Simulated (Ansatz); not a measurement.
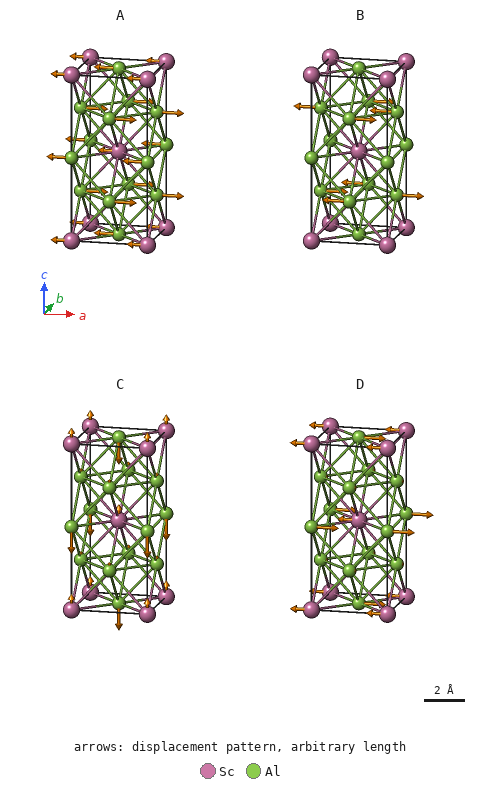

Four optical modes of a crystal of ScAl₃ relaxed at 8 GPa at the zone centre, in no order (one member of each degenerate set). The orange arrows are the displacements of the atoms (eigenvector over the root of the mass), of arbitrary overall length and sign. A ball-and-stick model of the conventional cell (2 times the calculation's cell), seen slightly off an axis. Lengths and directions refer to the drawn axes.

Theory: Ansatz, DFT PBE, scalar-relativistic, plane waves, PAW. Settings: plane-wave cutoff 420 eV; k-point mesh 16 × 16 × 16; occupations fermi dirac; smearing width 0.15 eV; target pressure 8 GPa; no spin polarisation.

The frequencies depend somewhat on the k-mesh and the smearing.

> Rank the modes by frequency, softest first.

C (169 cm⁻¹), A (240 cm⁻¹), B (303 cm⁻¹), D (354 cm⁻¹). C, A₂u: The Al (2b) sublattice moves against the Sc and Al (4d) sublattices, along c; the kinetic energy is shared as Al 76 %, Sc 24 %. A, E_u: The Al (4d) sublattice moves against the Al (2b) and Sc sublattices, along a; the kinetic energy is shared as Al 79 %, Sc 21 %. B, E_g: The Sc and Al (2b) atoms stay at rest; all motion is along a; atoms of one kind move against one another, with no net shift of their sublattice. D, E_u: The Al (2b) and Al (4d) sublattices move against the Sc sublattice, along a; the kinetic energy is shared as Al 56 %, Sc 44 %. The crystal is metallic in this run.
